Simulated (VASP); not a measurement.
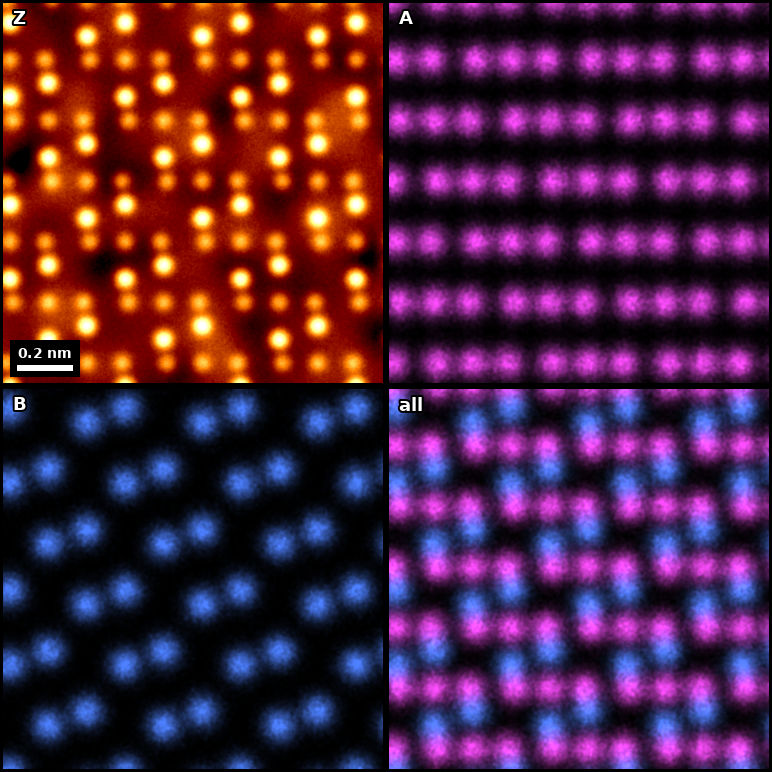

Al$_{2}$O$_{3}$ (R-3c, No. 167) along [100]. Panel Z: Simulation: incoherent imaging, intensity Z^1.8 per atom, probe width 0.50 Å, thin sample. The probe carries 15 % of its weight in a tail 2.5 times as wide. The display is stretched by a gamma of 0.65; percentages refer to the linear signal. Shot noise and the speckle of an amorphous layer were added. The other panels are simulated element maps (the number of atoms of one element along the beam, blurred by 0.9 Å, with counting noise; each on its own scale, no channelling); the last overlays them. Model: coordinates from a relaxation with VASP Kohn-Sham DFT of a periodic cell, BEEF-vdW, VASP PAW PBE potentials, recommended in VASP 6.6.1.

```cif
data_structure
_symmetry_space_group_name_H-M 'R-3c:H'
_symmetry_Int_Tables_number 167
_cell_length_a 4.8092
_cell_length_b 4.8092
_cell_length_c 13.1219
_cell_angle_alpha 90.000
_cell_angle_beta 90.000
_cell_angle_gamma 120.000
_cell_volume 262.83
loop_
_atom_site_label
_atom_site_type_symbol
_atom_site_symmetry_multiplicity
_atom_site_Wyckoff_symbol
_atom_site_fract_x
_atom_site_fract_y
_atom_site_fract_z
_atom_site_occupancy
Al1 Al 12 c 0.66667 0.33333 0.18570 1
O1 O 18 e 0.97300 0.63967 0.08333 1
```

> Which element does each lettered map show?

A: O, B: Al. The projected cell (4.16 × 4.59 Å, 108°) holds 10 columns: 6 of O and 4 of Al. No column is shared by two of the mapped elements.
